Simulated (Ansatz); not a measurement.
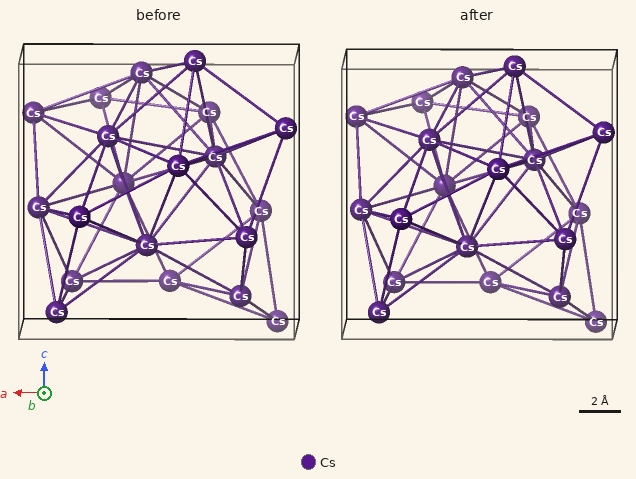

The structure of solid Cs (built on the database_213 type) before (left) and after (right) a relaxation, at one scale.

The picture is a ball-and-stick view of the cell of the calculation, seen from a free direction.

Case: structure listed in a database for this formula (P4_132, No. 213).

Level of theory: Ansatz, DFT PBE, scalar-relativistic, plane waves, PAW.

Input
```yaml
crystal:
  lattice:
    - [13.61523719, 0.0, 0.0]
    - [0.0, 13.61523719, 0.0]
    - [0.0, 0.0, 13.61523719]
  atoms:
    - { symbol: Cs, position: [0.875, 0.70362744, 0.04637256] }
    - { symbol: Cs, position: [0.06203843, 0.06203843, 0.06203843] }
    - { symbol: Cs, position: [0.20362744, 0.45362744, 0.125] }
    - { symbol: Cs, position: [0.81203843, 0.31203843, 0.18796157] }
    - { symbol: Cs, position: [0.45362744, 0.125, 0.20362744] }
    - { symbol: Cs, position: [0.54637256, 0.625, 0.29637256] }
    - { symbol: Cs, position: [0.18796157, 0.81203843, 0.31203843] }
    - { symbol: Cs, position: [0.79637256, 0.95362744, 0.375] }
    - { symbol: Cs, position: [0.93796157, 0.56203843, 0.43796157] }
    - { symbol: Cs, position: [0.125, 0.20362744, 0.45362744] }
    - { symbol: Cs, position: [0.625, 0.29637256, 0.54637256] }
    - { symbol: Cs, position: [0.43796157, 0.93796157, 0.56203843] }
    - { symbol: Cs, position: [0.29637256, 0.54637256, 0.625] }
    - { symbol: Cs, position: [0.68796157, 0.68796157, 0.68796157] }
    - { symbol: Cs, position: [0.04637256, 0.875, 0.70362744] }
    - { symbol: Cs, position: [0.95362744, 0.375, 0.79637256] }
    - { symbol: Cs, position: [0.31203843, 0.18796157, 0.81203843] }
    - { symbol: Cs, position: [0.70362744, 0.04637256, 0.875] }
    - { symbol: Cs, position: [0.56203843, 0.43796157, 0.93796157] }
    - { symbol: Cs, position: [0.375, 0.79637256, 0.95362744] }
basis:
  ecutwfc: 420
kpoints:
  mp_grid: { grid: [4, 4, 4] }
hamiltonian:
  xc: pbe
scf:
  occupations: { method: gaussian, width: 0.1 }
output:
  forces: true
  stress: true
  eigenvalues: true
  write_density: true
  write_potential: true
  elf: true
  volumetric_format: npy
relax:
  adjacent_minimum: "off"
  f_tol: 0.01
  max_steps: 80
  cell: { stress_tol: 0.05 }
```

Launched with:
```bash
ansatz run input.yaml --threads 1 --pin off --max-ram 2560MiB --backend cpu --events-out ev --progress --plain --runs-dir out
```

**Summarise the run.**

The largest moves relative to the cell, 0.022 Å, are those of 12 atoms (Cs1, Cs3, Cs5, Cs6 and others). Cs8 goes along [1 −1 0]. The volume changes by −5.3 %, with a = b = c 13.615 → 13.368 Å (−1.8 %). Among the contacts that change: Cs10–Cs15 5.723 → 5.604 Å, Cs11–Cs14 5.734 → 5.620 Å, Cs10–Cs12 5.781 → 5.669 Å, Cs10–Cs17 5.508 → 5.412 Å. The space group stays P4_132 (No. 213). After 2 accepted moves (3 points after the start) the energy has fallen by 1.9 meV per atom. The largest force component goes from 0.0058 to 0.00095 eV/Å. The pressure goes from −0.09 to 0.01 GPa. At 1 point the geometry stayed and the basis and grid were re-selected for the new cell (energy shift of less than 0.05 meV per atom at most each time).
